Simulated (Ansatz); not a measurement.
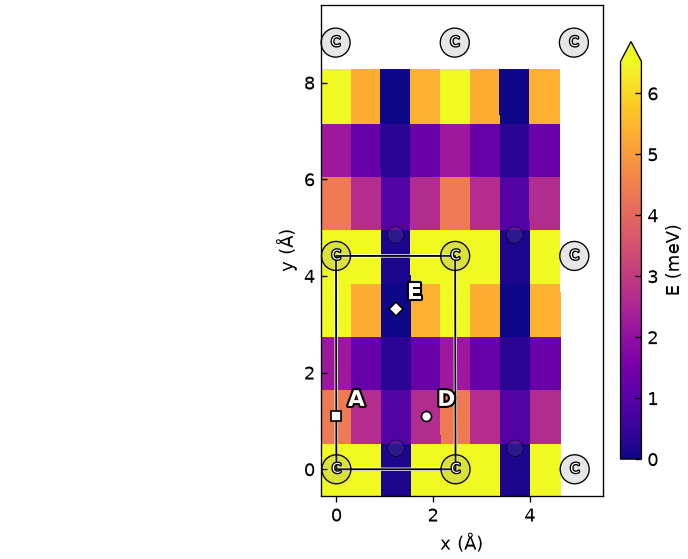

N₂ on a C(111) slab cut from the C2/m phase, its upper half relaxed before the scan (16 atoms of substrate and one adsorbate in a 2 × 1 cell). N2 is moved over the surface cell at a fixed height above a rigid substrate; the origin of the map has the adsorbate above C15; the height is held at 3.20 Å. Places are given modulo a cell vector. The map is drawn in real space over the plane of the surface. The grid has 4 × 4 points. Places are given in fractions of the 1 × 1 surface cell. Energies are in meV, from the lowest grid point. At a fixed height the lowest place need not be the adsorption site. Method: DFT PBE+D3(BJ), scalar-relativistic, plane waves, PAW in Ansatz. Settings: cutoff 420 eV, k-mesh 6×6×1, gaussian smearing 0.05 eV, no spin polarisation.

The picture shows one coloured cell a grid point, labelled circles for the atoms of the top layer and small ones for the second layer, the outline of one cell of the 2 × 2 shown, one colour for all values above the top of the scale, lettered points.

Rank the lettered points by energy, lowest first.

Answer. E (0.0 meV), D (2.6 meV), A (4.4 meV).

PAW datasets: the set soft_1.
